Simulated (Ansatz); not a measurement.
```cif
data_structure
_symmetry_space_group_name_H-M 'P 1'
_symmetry_Int_Tables_number 1
_cell_length_a 3.1567
_cell_length_b 3.1567
_cell_length_c 3.6364
_cell_angle_alpha 90.000
_cell_angle_beta 90.000
_cell_angle_gamma 120.000
_cell_volume 31.38
loop_
_atom_site_label
_atom_site_type_symbol
_atom_site_fract_x
_atom_site_fract_y
_atom_site_fract_z
_atom_site_occupancy
Mo1 Mo 0.66667 0.33333 0.50000 1
Se1 Se 0.33333 0.66667 0.00000 1
```

Space group P-6m2; a generated structure, not necessarily the stable one.

Level of theory: Kohn-Sham DFT of a periodic cell, PBEsol with D4, Ansatz PAW (Ansatz 0.2.0).

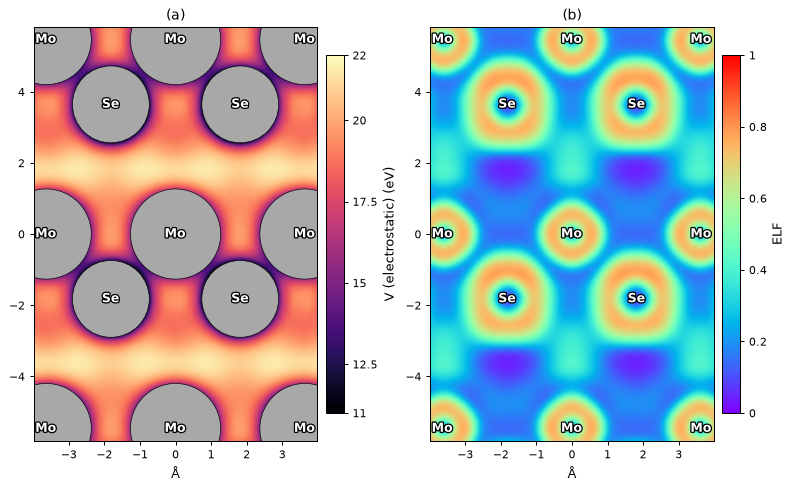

MoSe. (a) electrostatic potential (local pseudopotential plus Hartree) felt by an electron; (b) electron localisation function on the (110) plane of the conventional cell. Grey discs cover the atomic cores in the potential map.

In a PAW calculation such maps are meaningful between the atoms, not at the nuclei.

Question: Describe what can be read from this map.

Answer: The section cuts through Mo and Se sites. Mo–Se (2.57 Å): the ELF is about 0.40 at the midpoint. The features right at Mo lie inside the PAW spheres, where the map follows smoothed inner orbitals and isn't to be read closely. Outside the cores the potential energy rises away from the atoms and is highest about 2.0 Å from the nearest atoms; its zero is arbitrary.

Question: Metal or insulator at this level of theory?

Answer: It is metallic or semimetallic at this level of theory: no gap opens; semilocal functionals without U, or without the true magnetic order, often close the gap of such compounds.
